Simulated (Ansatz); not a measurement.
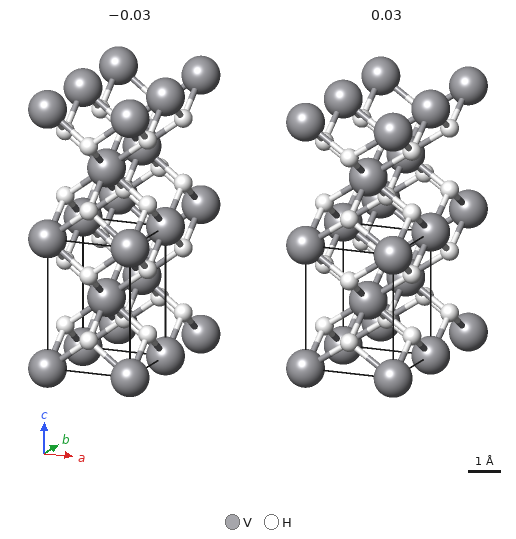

A crystal of VH2 (set up in Fm-3m), under biaxial strain in the a–b plane (c relaxed, atoms fixed by symmetry), with energies (extrapolated to zero smearing) counted from the relaxed crystal, which is the row at zero; the cubic crystal is set up in a tetragonal cell with a = a(cubic)/√2 and c = a(cubic). The picture shows the first and the last member. Style: ball-and-stick. Shown: the cell of the calculation, repeated 1 × 2 × 2 with one cell outlined, slightly off an axis.

Computed with Ansatz 0.2.0: DFT PBEsol, scalar-relativistic, plane waves, PAW. (plane-wave cutoff 420 eV; k-point mesh 12 × 12 × 8; occupations gaussian; smearing width 0.1 eV; no spin polarisation; force threshold 0.008 eV/Å)

```
strain  energy (meV/atom)  a (Å)  c (Å)
 −0.03              11.90  2.856  4.274
 −0.02               5.25  2.886  4.235
 −0.01               1.30  2.915  4.199
   0.0               0.00  2.945  4.164
  0.01                  ?      ?      ?
  0.02               4.90  3.003  4.096
  0.03              10.71  3.033  4.061
```

Question: One row is withheld. What does the calculation give there?

Answer: A parabola through three neighbouring rows (0.0, 0.02, 0.03) gives, with Lagrange weights, (0.3333)(0.00) + (1.0000)(4.90) + (−0.3333)(10.71) = 1.33 meV/atom. The calculation gives 1.27 meV/atom (a = 2.974 Å, c = 4.130 Å). The estimate is 0.06 meV/atom too high. From the first member to the last: V–V 2.856 → 3.033 Å, H–V 1.784 → 1.825 Å, V–V 2.940 → 2.953 Å.

The whole series:

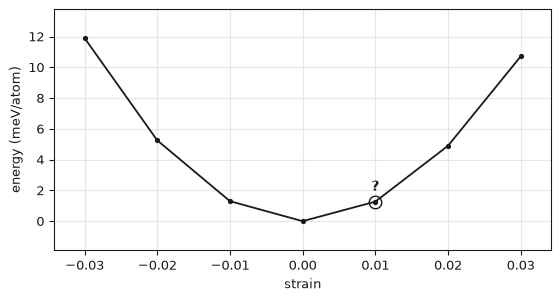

Each member starts from this one structure; whether another phase lies lower wasn't checked.
